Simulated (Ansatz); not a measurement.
Take the following structure.

```
CELL_PARAMETERS angstrom
3.27904 0.00000 0.00000
-1.63952 2.83973 0.00000
0.00000 0.00000 12.79283
ATOMIC_POSITIONS crystal
W 0.66667 0.33333 0.75000
W 0.33333 0.66667 0.25000
Se 0.33333 0.66667 0.88168
Se 0.66667 0.33333 0.38168
Se 0.33333 0.66667 0.61832
Se 0.66667 0.33333 0.11832
```

Q: What crystal do these data define?

A: The solid is WSe$_{2}$. The lattice is primitive hexagonal and the space group P6_3/mmc (No. 194). Its structure type: 2H molybdenite (MoS₂) type. The cell holds 6 atoms (2 W, 4 Se), Z = 2. Around each W lie six Se in a trigonal prismatic arrangement at 2.53 Å. The Se atoms are each bonded to three W in a trigonal pyramidal arrangement at 2.53 Å. Not all metal-metal contacts are counted. The bonds build WSe2 layers parallel to (001).

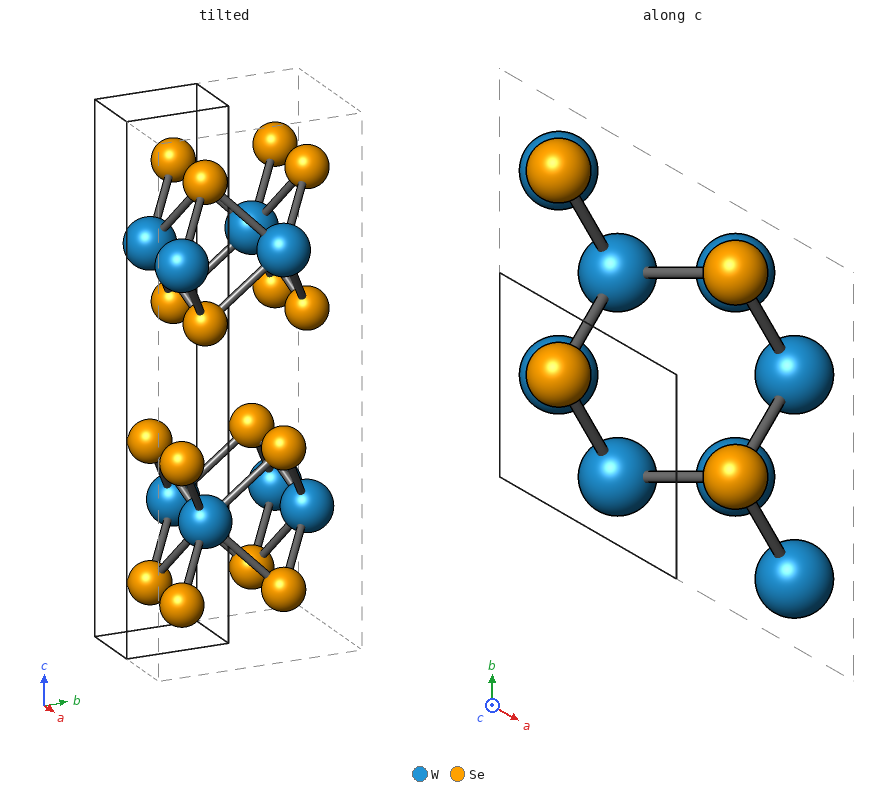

This ball-and-stick model is shown slightly off an axis and along the c axis. One conventional unit cell is drawn solid; the view covers 2×2×1 cells.

The cell started as a structure listed in the Materials Project. Earlier steps of the study, as a rule a relaxation of our own, may have changed the cell and positions, so they can lie some per cent off the listed ones. Ansatz was used for an electronic-structure calculation on it.
